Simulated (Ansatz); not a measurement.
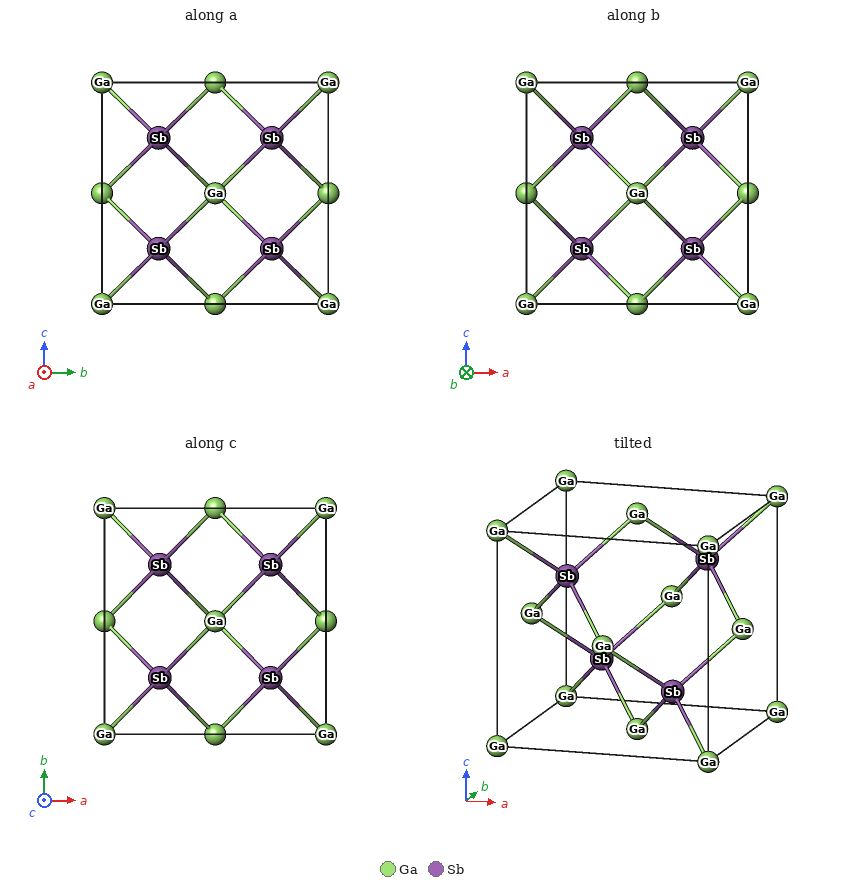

This ball-and-stick model is shown along the a axis, along the b axis, along the c axis and slightly off an axis. The drawn cell (a repeat of the simulation cell) is drawn as a box.

Lattice parameters: a = 6.059 Å, b = 6.192 Å, c = 6.059 Å, α = 90.00°, β = 90.00°, γ = 90.00°. Put a along x and b in the xy plane.

> Record the structure as a POSCAR file.

```
Ga Sb
1.0
     6.059    0.000    0.000
     0.000    6.192    0.000
     0.000    0.000    6.059
Ga Sb
4 4
Direct
  0.0000 0.0000 0.0000
  0.5000 0.0000 0.5000
  0.5000 0.5000 0.0000
  0.0000 0.5000 0.5000
  0.7500 0.2500 0.2500
  0.2500 0.2500 0.7500
  0.2500 0.7500 0.2500
  0.7500 0.7500 0.7500
```

It derives from a structure type filled with these elements by a generator (whether the compound takes this form wasn't checked). The cell was then strained or its atoms displaced on purpose. A calculation with Ansatz used it as input.
